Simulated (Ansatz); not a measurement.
Run report: C, geometry relaxation (part 1 of 2)

The run: geometry relaxation of C (slab, 2 atoms in the cell). Method and program: DFT PBE+D3(BJ), scalar-relativistic, plane waves, PAW, no spin polarisation (Ansatz 0.2.0).

The structure derives from a Materials Project entry. It belongs to a series of runs on one base structure; here: one layer taken out of the bulk. Figures and captions count atoms from 1; the log counts them from 0 in places.

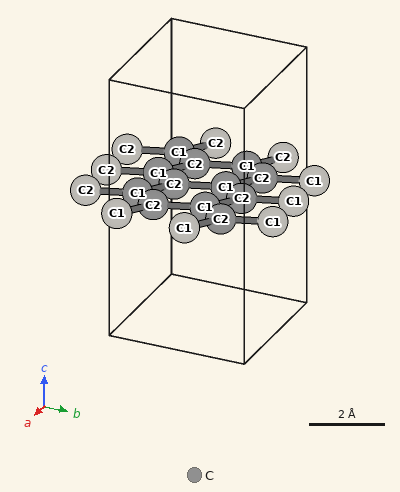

The structure as given in the input (ball-and-stick view of the 3 × 2 repeat of the cell, with the vacuum cut short, seen slightly off an axis; neighbours outside the cell are drawn fainter; atoms are numbered from 1 in the order of the input).

## Key numbers

| quantity | value |
| --- | --- |
| outcome | converged |
| electrons treated | 8 |
| free energy | −502.0617 eV |
| work function, top face | 4.24 eV |
| work function, bottom face | 4.24 eV |
| Fermi energy | −4.244 eV |
| gap on the k-point mesh | none (metallic) |
| final volume | 136.90 Å³ |
| work function (upper face) | 4.24 eV |
| largest force (length of the vector) at the end | under 0.001 eV/Å |
| hardware | 1 thread of an x86-64 CPU, shared host |
| wall time | 28 s |
| peak memory | 0.54 GiB |

## Remarks

Warnings of the run: near-symmetries of the structure were not used.

## The input
```yaml
crystal:
  lattice:
    - [2.4649373942, 0.0, 0.0]
    - [1.2324826688, 2.1346903355, 0.0]
    - [0.0, 0.0, 26.0015393195]
  atoms:
    - { symbol: C, position: [0.1656238015, 0.1656238015, 0.4999851997] }
    - { symbol: C, position: [0.4989565371, 0.4989565371, 0.5000148003] }
  periodic: [true, true, false]
basis:
  ecutwfc: 420
kpoints:
  mp_grid: { grid: [21, 21, 1] }
hamiltonian:
  xc: pbe
  dispersion: d3bj
scf:
  occupations: { method: gaussian, width: 0.1 }
output:
  forces: true
  stress: true
  eigenvalues: true
  write_density: true
  write_potential: true
  elf: true
  volumetric_format: npy
relax:
  adjacent_minimum: "off"
  f_tol: 0.005
  max_steps: 80
  cell: { stress_2d_tol: 0.02 }
```

Run as:
```bash
ansatz run input.yaml --threads 1 --pin off --max-ram 3072MiB --backend cpu --events-out ev --progress --plain --runs-dir out
```

## Output
```
Warning: 8 symmetry operations that the atoms keep within the bar at which the run's group was sought (crystal.symmetry.tolerance 1.0e-5, or twice it) were not taken beside the 4 unitary ones that the detection took (of a slab, those that keep its plane). If the more symmetric cell is meant, write the vectors of crystal.lattice to more decimals, or, with the positions in fractional coordinates, give it by lengths and angles (which lays the cell in the standard orientation, to which the deck's other Cartesian keys then refer), with the lengths that are meant to be equal typed equal, the angles likewise, and each angle that the symmetry fixes typed at its exact value (of a frozen-density pass: in the run whose state it reads). The detection then takes those 8 too, where the atoms keep them as a group. The lattice (crystal.lattice as typed, or as saved on a frozen-density pass laid at its state's geometry) misses each of them by more than the tolerance, the farthest off changing a squared length by the fraction 1.3e-5. The run does not impose them: its cell is that one, or, where this deck is also told that its lattice was moved onto its group, that cell laid onto the operations that were taken. If the cell is strained on purpose, what lies past the tolerance is rightly left out.
Engine: ansatz 0.2.0, x86_64-unknown-linux-gnu
Pseudopotentials: kind: paw
Pseudopotential: C, paw, valence charge 4, recommended cutoff 420 eV (normal), C.paw.azcp
Functional definition: PBE
  parameter kappa = 0.804
  parameter beta = 0.06672455060314922
  exchange = pbe_x(kappa = kappa, mu = beta*pi^2/3)
  correlation = pbe_c(beta = beta)
Crystal: 2 atoms, lattice volume = 136.817 Å³
Basis set: ecut = 420 eV, 2577 PW (Γ), exchange–correlation on 36×36×360 points (8 copies of the dense FFT grid, shifted against one another)
Bands: 8, of which v1, the nominal top of the filled ones, is band 4 counted from 1 (3 counted from 0)
Symmetry: 4 space group operations
k-points: 121 of 441
Non-local potential: C, projectors of the file, l = 0: 2, l = 1: 2, l = 2: 1
PAW form: soft (Blöchl's): semilocal exchange-correlation on the pseudo side does not see the compensation charge
PAW one-centre angular grid: C, 110 points (default); XC on 64 Gauss nodes
Initial density: superposition of atomic densities (neutral atoms: chi_scale 0, normalization atom), corrected by the library's trained network
Initial wavefunctions: pseudopotential atomic-orbital guess
Functional: x = pbe(κ = 0.804, μ = 0.2195149727645171), c = pbe(β = 0.06672455060314922)
SCF iter   1: F=—  HF=-502.061757 eV  |F-HF|=—  |Δ(HF+E_count)|=         —  Δρ=1.52e-3  dr2=2.78e-3  ethr=1.77e-3  ⟨swp⟩=8.3  Hψ=9307  notcnv=0
preconditioner: auto → LDOS  [metal: Δε(μ)=0.000 eV  Ē_g=16.242 eV  σ=0.100 eV  W_gap=0.00  n_scr=14 (ndim 8)  ℏωp=9.0 eV  f_vac=0.828  D(μ)=0.10/eV (n_scr^D=2)  β→1.0]
SCF iter   2: F=—  HF=-502.061816 eV  |F-HF|=—  |Δ(HF+E_count)|=   5.86e-5  Δρ=4.25e-4  dr2=3.17e-4  ethr=3.47e-5  ⟨swp⟩=3.6  Hψ=3364  notcnv=0
SCF iter   3: F=—  HF=-502.061672 eV  |F-HF|=—  |Δ(HF+E_count)|=   1.43e-4  Δρ=5.94e-5  dr2=3.17e-6  ethr=3.96e-6  ⟨swp⟩=2.6  Hψ=2074  notcnv=0
SCF iter   4: F=—  HF=-502.061716 eV  |F-HF|=—  |Δ(HF+E_count)|=   4.37e-5  Δρ=5.05e-6  dr2=3.13e-8  ethr=3.96e-8  ⟨swp⟩=3.4  Hψ=2328  notcnv=0
iter 5 did not close the SCF: its close was put off for the readings that it lacked (scf_convergence_deferred on its scf_iter line)
SCF iter   5: F=-502.061716 eV  HF=-502.061716 eV  |F-HF|=6.76e-10  |Δ(HF+E_count)|=   1.15e-7  Δρ=9.23e-7  dr2=1.13e-9  ethr=3.91e-10  ⟨swp⟩=3.1  Hψ=1677  notcnv=0
iter 6 did not close the SCF: its close was put off until two iterations running show no level that it waits for move by more than its bar (scf_convergence_deferred on its scf_iter line)
SCF iter   6: F=-502.061716 eV  HF=-502.061716 eV  |F-HF|=6.25e-12  |Δ(HF+E_count)|=  9.57e-10  Δρ=5.78e-8  dr2=8.84e-12  ethr=1.42e-11  ⟨swp⟩=13.1  Hψ=9279  notcnv=0
SCF iter   7: F=-502.061716 eV  HF=-502.061716 eV  |F-HF|=2.39e-12  |Δ(HF+E_count)|=  8.47e-12  Δρ=1.46e-8  dr2=1.83e-13  ethr=1.00e-12  ⟨swp⟩=6.7  Hψ=4945  notcnv=0
SCF 1 converged in 7 iterations: F = -502.061716 eV  dr2 = 1.83e-13
  greatest PAW one-centre occupation: 0.672 electrons in one spin orbital (limit 2), on the C atom at site 1 (counted from 0), in its partial waves of l = 0
relax step   1: F+E_penalty+E_count = -502.06171629 eV  Δ(F+E_penalty+E_count) = +0.000e0 eV  max|allowed force component| = 1.294e-2 eV/Å  Δτ_max = 0.0000 Å  P = +0.136 N/m  Ω = 136.817 Å³  fix = [c, alpha, beta]  reactions: c +0.000 N/m; alpha +0.000, beta +0.000 N/m/rad  (7 SCF iters, accepted)
Crystal: 2 atoms, lattice volume = 136.872 Å³
Initial density: handed on by an earlier stage of this run
Initial wavefunctions: those handed on with the density
iter 1 solved again at ethr=6.05e-8 eV; its pass at ethr=3.10e-3 eV (dr2=4.84e-6 eV) is discarded
SCF iter   1: F=—  HF=-502.061690 eV  |F-HF|=—  |Δ(HF+E_count)|=         —  Δρ=6.48e-5  dr2=4.20e-6  ethr=6.05e-8  ⟨swp⟩=3.2  Hψ=7108  notcnv=0
preconditioner: auto → LDOS  [metal: Δε(μ)=0.000 eV  Ē_g=16.189 eV  σ=0.100 eV  W_gap=0.00  n_scr=14 (ndim 8)  ℏωp=9.0 eV  f_vac=0.834  D(μ)=0.10/eV (n_scr^D=2)  β→1.0]
SCF iter   2: F=—  HF=-502.061710 eV  |F-HF|=—  |Δ(HF+E_count)|=   2.07e-5  Δρ=2.17e-5  dr2=6.57e-7  ethr=5.25e-8  ⟨swp⟩=2.3  Hψ=1507  notcnv=0
iter 3 did not close the SCF: its close was put off until two iterations running show no level that it waits for move by more than its bar (scf_convergence_deferred on its scf_iter line)
SCF iter   3: F=-502.061710 eV  HF=-502.061710 eV  |F-HF|=1.20e-8  |Δ(HF+E_count)|=   3.27e-8  Δρ=1.54e-6  dr2=1.66e-9  ethr=5.88e-10  ⟨swp⟩=13.2  Hψ=9899  notcnv=0
iter 4 did not close the SCF: its close was put off until two iterations running show no level that it waits for move by more than its bar (scf_convergence_deferred on its scf_iter line)
SCF iter   4: F=-502.061710 eV  HF=-502.061710 eV  |F-HF|=2.57e-10  |Δ(HF+E_count)|=   1.20e-8  Δρ=1.91e-7  dr2=2.17e-11  ethr=2.07e-11  ⟨swp⟩=8.2  Hψ=6986  notcnv=0
SCF iter   5: F=-502.061710 eV  HF=-502.061710 eV  |F-HF|=8.19e-12  |Δ(HF+E_count)|=  2.50e-10  Δρ=1.70e-8  dr2=1.74e-13  ethr=1.00e-12  ⟨swp⟩=7.1  Hψ=5433  notcnv=0
SCF 2 converged in 5 iterations: F = -502.061710 eV  dr2 = 1.74e-13
relax step   2: F+E_penalty+E_count = -502.06171023 eV  Δ(F+E_penalty+E_count) = +6.056e-6 eV  max|allowed force component| = 3.956e-3 eV/Å  Δτ_max = 0.0005 Å  P = +0.049 N/m  Ω = 136.872 Å³  energy of the carried Pulay correction = -2.281e-5 eV  fix = [c, alpha, beta]  reactions: c +0.000 N/m; alpha +0.000, beta +0.000 N/m/rad  (5 SCF iters, accepted)
Crystal: 2 atoms, lattice volume = 136.902 Å³
iter 1 solved again at ethr=1.32e-8 eV; its pass at ethr=3.10e-3 eV (dr2=1.06e-6 eV) is discarded
SCF iter   1: F=—  HF=-502.061678 eV  |F-HF|=—  |Δ(HF+E_count)|=         —  Δρ=2.73e-5  dr2=1.03e-6  ethr=1.32e-8  ⟨swp⟩=2.8  Hψ=7066  notcnv=0
preconditioner: auto → LDOS  [metal: Δε(μ)=0.000 eV  Ē_g=16.188 eV  σ=0.100 eV  W_gap=0.00  n_scr=14 (ndim 8)  ℏωp=9.0 eV  f_vac=0.834  D(μ)=0.10/eV (n_scr^D=2)  β→1.0]
SCF iter   2: F=—  HF=-502.061700 eV  |F-HF|=—  |Δ(HF+E_count)|=   2.18e-5  Δρ=1.08e-5  dr2=1.75e-7  ethr=1.29e-8  ⟨swp⟩=2.2  Hψ=1501  notcnv=0
iter 3 did not close the SCF: its close was put off until two iterations running show no level that it waits for move by more than its bar (scf_convergence_deferred on its scf_iter line)
SCF iter   3: F=-502.061700 eV  HF=-502.061700 eV  |F-HF|=5.55e-9  |Δ(HF+E_count)|=   4.50e-8  Δρ=5.54e-7  dr2=2.43e-10  ethr=7.51e-11  ⟨swp⟩=11.7  Hψ=9081  notcnv=0
iter 4 did not close the SCF: its close was put off until two iterations running show no level that it waits for move by more than its bar (scf_convergence_deferred on its scf_iter line)
SCF iter   4: F=-502.061700 eV  HF=-502.061700 eV  |F-HF|=1.78e-11  |Δ(HF+E_count)|=   5.57e-9  Δρ=5.16e-8  dr2=1.66e-12  ethr=3.04e-12  ⟨swp⟩=7.7  Hψ=6684  notcnv=0
iter 5 did not close the SCF: its close was put off until two iterations running show no level that it waits for move by more than its bar (scf_convergence_deferred on its scf_iter line)
SCF iter   5: F=-502.061700 eV  HF=-502.061700 eV  |F-HF|=5.12e-13  |Δ(HF+E_count)|=  2.00e-11  Δρ=6.47e-9  dr2=2.78e-14  ethr=1.00e-12  ⟨swp⟩=5.6  Hψ=4433  notcnv=0
SCF iter   6: F=-502.061700 eV  HF=-502.061700 eV  |F-HF|=1.42e-12  |Δ(HF+E_count)|=  2.61e-12  Δρ=3.91e-10  dr2=2.00e-16  ethr=1.00e-12  ⟨swp⟩=4.8  Hψ=4147  notcnv=0
SCF 3 converged in 6 iterations: F = -502.061700 eV  dr2 = 2.00e-16
relax step   3: F+E_penalty+E_count = -502.06170025 eV  Δ(F+E_penalty+E_count) = +9.984e-6 eV  max|allowed force component| = 2.325e-4 eV/Å  Δτ_max = 0.0001 Å  P = +0.002 N/m  Ω = 136.902 Å³  energy of the carried Pulay correction = -3.505e-5 eV  fix = [c, alpha, beta]  reactions: c +0.000 N/m; alpha +0.000, beta +0.000 N/m/rad  (6 SCF iters, accepted)
Initial wavefunctions: pseudopotential atomic-orbital guess (no wavefunctions were taken with the density)
iter 1 solved again at ethr=1.69e-7 eV; its pass at ethr=3.10e-3 eV (dr2=1.35e-5 eV) is discarded
SCF iter   1: F=—  HF=-502.061709 eV  |F-HF|=—  |Δ(HF+E_count)|=         —  Δρ=1.46e-6  dr2=3.42e-10  ethr=1.69e-7  ⟨swp⟩=5.3  Hψ=13260  notcnv=0
eigensolver tolerance schedule: the retry pair's looser diagonalisation over-reported the residual by 39507.27 of it (diagonalisation noise at an unbounded share of the residual, at the tolerance the schedule requests for it); recorded, not acted on — ethr = c·dr2/N_el stays at c = 1.0e-1
preconditioner: auto → LDOS  [metal: Δε(μ)=0.000 eV  Ē_g=16.185 eV  σ=0.100 eV  W_gap=0.00  n_scr=14 (ndim 8)  ℏωp=9.0 eV  f_vac=0.834  D(μ)=0.10/eV (n_scr^D=2)  β→1.0]
SCF iter   2: F=—  HF=-502.061733 eV  |F-HF|=—  |Δ(HF+E_count)|=   2.37e-5  Δρ=3.16e-7  dr2=3.64e-11  ethr=4.27e-12  ⟨swp⟩=4.9  Hψ=2535  notcnv=0
iter 3 met the thresholds in force, and the SCF goes on: an eigenvalue changes by 3.42 meV, over its tolerance of 1.00 meV (output.eigenvalues, Limitations)
SCF iter   3: F=-502.061733 eV  HF=-502.061733 eV  |F-HF|=6.37e-9  |Δ(HF+E_count)|=   6.33e-9  Δρ=7.01e-8  dr2=1.33e-12  ethr=1.00e-12  ⟨swp⟩=11.8  Hψ=8227  notcnv=0
SCF iter   4: F=-502.061733 eV  HF=-502.061733 eV  |F-HF|=2.90e-12  |Δ(HF+E_count)|=   6.37e-9  Δρ=7.53e-9  dr2=8.06e-14  ethr=1.00e-12  ⟨swp⟩=6.5  Hψ=5497  notcnv=0
SCF 4 converged in 4 iterations: F = -502.061733 eV  dr2 = 8.06e-14
relax step   4: F+E_penalty+E_count = -502.06173311 eV  Δ(F+E_penalty+E_count) = -3.286e-5 eV  max|allowed force component| = 2.324e-4 eV/Å  Δτ_max = 0.0000 Å  P = +0.003 N/m  Ω = 136.902 Å³  fix = [c, alpha, beta]  reactions: c +0.000 N/m; alpha +0.000, beta +0.000 N/m/rad  stress off target by 3.05e-3 N/m on what of the cell is left free  SCF on the basis re-selected at this cell (its energy is not comparable with the rows above)  (4 SCF iters)
```

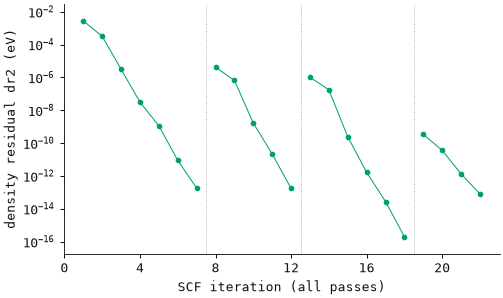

Convergence of the self-consistent field: density residual dr2 against the SCF iteration. The dotted lines part the SCF passes of the relaxation: geometry steps, rejected trials and re-solves on a re-selected basis. The passes take 7, 5, 6 and 4 iterations.
